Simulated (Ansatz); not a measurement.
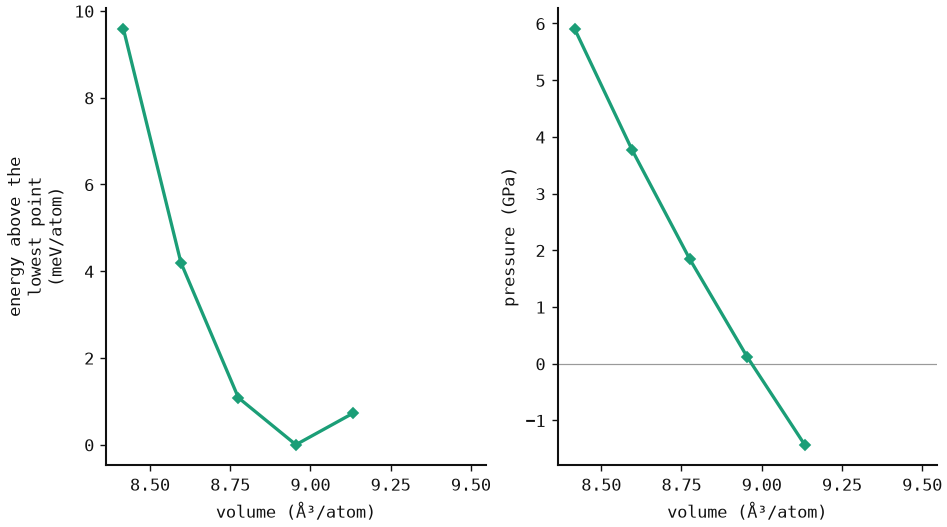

The picture above shows the energy above the lowest point and pressure against volume for Li₂O₃, space group Pn-3m (No. 224) (one of a set of cubic test structures, which need not be the stable phase).

Calculation (Ansatz 0.2.0 development build): equation of state of a cubic crystal from periodic Kohn-Sham density functional theory without spin, third-order Birch-Murnaghan fit to the free energies; pressure corrected for the finite basis. Level: PBE.

- structure type: cubic X2O3
- atoms in cell: 10
- space group number: 224
- lattice centring: simple cubic
- k mesh: 12×12×12
- occupation method: Fermi–Dirac
- occupation width: 0.06123 eV
- wave cutoff: 420 eV
- datasets: soft-1 PAW
- density tolerance: 1e−07 eV
- bands: 34
- density cutoff ratio: 4
- search for lower states: default

The points at volume 9.3129 Å³/atom and 9.4920 Å³/atom are left out of the plot. What values does the calculation give there?

```tsv
volume (Å³/atom)	energy above the lowest point (meV/atom)	pressure (GPa)
9.3129	3.12	-2.821
9.4920	6.99	-4.072
```

Keep in mind: cubic model structure, not the ambient form; modest k-mesh, values are not fully converged in k.
